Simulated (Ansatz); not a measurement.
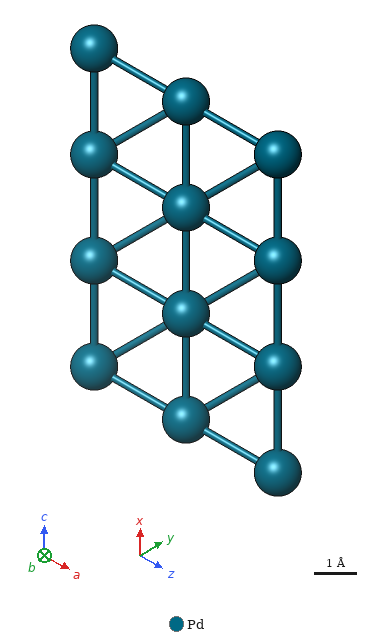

Energy scan for a crystal of Pd (Im-3m), in which the cell is strained in shear in the xy plane, with the atoms kept at their fractional coordinates. x, y and z are the Cartesian axes of the input. The picture shows the reference cell. A ball-and-stick model of the cell of the calculation, repeated 2 × 3 × 3 with one cell outlined, seen along the b axis.

All numbers below come from DFT PBEsol, scalar-relativistic, plane waves, PAW (Ansatz). (plane-wave cutoff 420 eV; k-point mesh 22 × 22 × 22; occupations gaussian; smearing width 0.15 eV; no spin polarisation). Energies (free energies at the smearing named) are counted from the cell as listed in its source, which wasn't relaxed.

```
CELL_PARAMETERS angstrom
-1.57228 1.57228 1.57228
1.57228 -1.57228 1.57228
1.57228 1.57228 -1.57228
ATOMIC_POSITIONS crystal
Pd 0.00000 0.00000 0.00000
```

Q: Predict the energy profile (the strain: −0.1500, −0.1125, −0.0750, −0.0375, 0.0000, 0.0375, 0.0750, 0.0937, 0.1125, 0.1312, 0.1500).

A:
```tsv
engineering shear strain	energy change (meV/atom)
−0.1500	97.7
−0.1125	53.5
−0.0750	23.3
−0.0375	5.7
0.0000	0.0
0.0375	5.7
0.0750	23.3
0.0937	36.7
0.1125	53.5
0.1312	73.7
0.1500	97.7
```

Points that are alike by symmetry were computed once.

The lowest computed point lies at the strain 0.00 (0.0 meV/atom). At the ends of the scan the energy is 97.7 meV/atom (−0.15) and 97.7 meV/atom (0.15). The unrelaxed reference is under a pressure of −9.8 GPa. The distortion takes the space group from Im-3m to Fmmm. At the strain −0.15 the cell of the drawing goes a 2.723 → 2.861 Å, b 2.723 → 2.861 Å, c 2.723 → 2.589 Å, γ 109.5° → 113.3°.
